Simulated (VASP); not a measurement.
Consider AlN.

```yaml
crystal:
  lattice:
    - [3.15616, 0.00000, 0.00000]
    - [0.00000, 0.00000, 4.67193]
    - [0.00000, -5.11298, 0.00000]
  atoms:
    - { symbol: Al, position: [0.00000, 0.32893, 0.00578] }
    - { symbol: Al, position: [0.50000, 0.82893, 0.00578] }
    - { symbol: Al, position: [0.50000, 0.17107, 0.50578] }
    - { symbol: Al, position: [0.00000, 0.67107, 0.50578] }
    - { symbol: N, position: [0.00000, 0.30864, 0.37222] }
    - { symbol: N, position: [0.50000, 0.80864, 0.37222] }
    - { symbol: N, position: [0.50000, 0.19136, 0.87222] }
    - { symbol: N, position: [0.00000, 0.69136, 0.87222] }
```

Space group Cmc2₁; a generated structure, not necessarily the stable one; computed pressure about −53 GPa in this cell.

Computed with Kohn-Sham DFT of a periodic cell, LDA, VASP PAW LDA potentials, recommended (VASP).

Q: Predict the valence pseudo-density between the atoms.

A: Al–N (1.83 Å): ρ is about 0.75 e/Å³ halfway.
Al–N (1.88 Å): ρ is about 0.67 e/Å³ halfway.

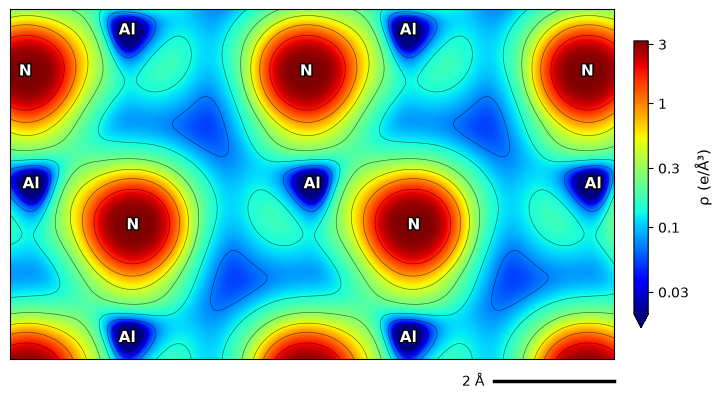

Computed valence pseudo-density on the (100) plane of the conventional cell. 

In a PAW calculation such maps are meaningful between the atoms, not at the nuclei.
